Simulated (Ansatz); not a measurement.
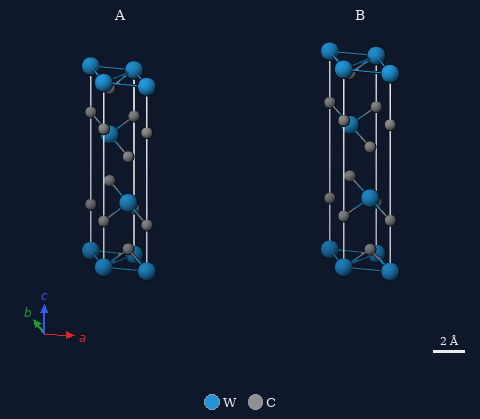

Two geometries of a crystal of WC2 (built on the cadmium chloride_166 type) (coarse preliminary run), drawn at one scale. One is the start of a relaxation, the other its converged end. A ball-and-stick model of the conventional cell (3 times the calculation's cell), seen from a free direction. Lengths and directions refer to the drawn axes.

Computed with DFT PBE, scalar-relativistic, plane waves, PAW (Ansatz). Set-up: plane-wave cutoff 420 eV; k-point mesh 9 × 9 × 9; occupations gaussian; smearing width 0.1 eV; no spin polarisation; cell and atoms relaxed; force threshold 0.04 eV/Å; at most 70 steps.

Which of the two is the end point?

Structure B is the relaxed one. Case: cadmium chloride type (R-3m, No. 166). Over 9 accepted moves (12 points after the start) the energy falls by 225 meV per atom. The largest force component goes from 2.3 to 0.015 eV/Å. Pressure: 44.22 GPa at the start and 0.21 GPa at the end. The line search rejected the trial step at point 7 of the run. At 2 points the geometry stayed and the basis and grid were re-selected for the new cell (energy shift of 9.1 meV per atom at most each time). The largest moves relative to the cell, 0.12 Å, are those of C atoms. W stays in place. The volume changes by +24.2 %, with a = b 2.910 → 3.131 Å (+7.6 %), c 13.183 → 14.143 Å (+7.3 %). Some distances before and after: W–W 2.910 → 3.131 Å, C–W 2.007 → 2.093 Å. Bond angles that change, for instance: W–C–W 92.9° → 96.8°. The space group stays R-3m (No. 166). The run took roughly 80 core-seconds on a shared host.
